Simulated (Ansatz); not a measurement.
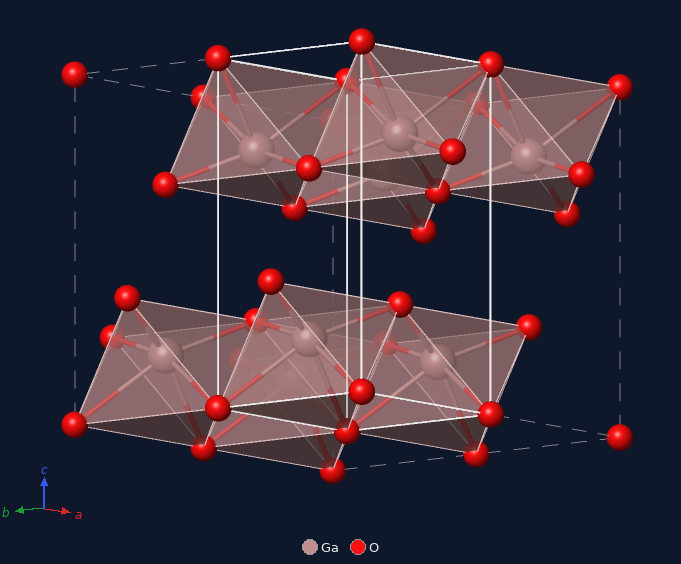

An orthographic polyhedral view of the structure, from a general direction. The structure is repeated 2×2×1 times; solid lines mark one conventional unit cell. Some atoms of the next cells are drawn as well.

Ga$_{2}$O$_{3}$, space group P-3m1 (No. 164), a = 2.99 Å, b = 2.99 Å, c = 6.85 Å, α = 90.00°, β = 90.00°, γ = 120.00°.

Level of theory: DFT, r2SCAN0, plane waves, PAW in Ansatz 0.2.0. Settings were plane waves to 500 eV, a 6×6×2 k-point grid, no spin polarisation.

Q: Classify it as metallic or gapped, with the value.

A: An insulator at this level, with a gap of 5.34 eV, direct.

Q: Give the pressure and its sign.

A: The computed pressure is -5.2 GPa (stretched: it would shrink). The stress isn't hydrostatic: its largest component is 5.8 GPa.

The initial geometry was a structure type filled with these elements by a generator (whether the compound takes this form wasn't checked). Earlier steps of the study may have refined or changed the cell and positions. It was run through Ansatz as a DFT input.

At this level of theory the cell isn't at rest (stretched, at -5 GPa), so its distances can differ from those at equilibrium, the more so the softer the solid.
